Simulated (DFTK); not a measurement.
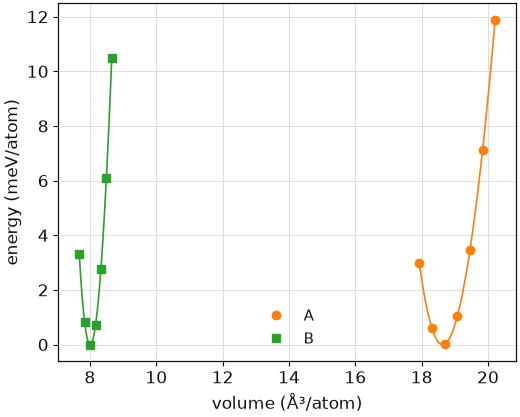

The figure compares two calculations of the energy against volume, each curve from its own zero. The first is for KF, space group Fm-3m (No. 225).

The cell holds 2 atoms.

How it was computed, with DFTK 0.8.2: plane-wave DFT, no spin polarisation; energies at scaled volumes of the given cell, shape and fractions fixed, counted from the fit's minimum, third-order Birch-Murnaghan fit. Level: PBEsol.

- k mesh: 9×9×9
- occupations: Fermi–Dirac
- smearing width: 0.05 eV
- potentials: dojo.nc.sr.pbesol.v0_4_1.standard
- wave cutoff: 1143 eV

In the second, K is replaced by Li on all its sites, which gives LiF in the same structure. The second calculation uses k mesh 11×11×11.

### Which of A and B is the second calculation, and what did the change do?

B. The equilibrium volume falls from 18.63 to 8.01 Å³/atom (−57 %) and the bulk modulus rises from 33.3 to 73.0 GPa (+119 %).

V0 and the bulk modulus come from third-order Birch–Murnaghan fits.
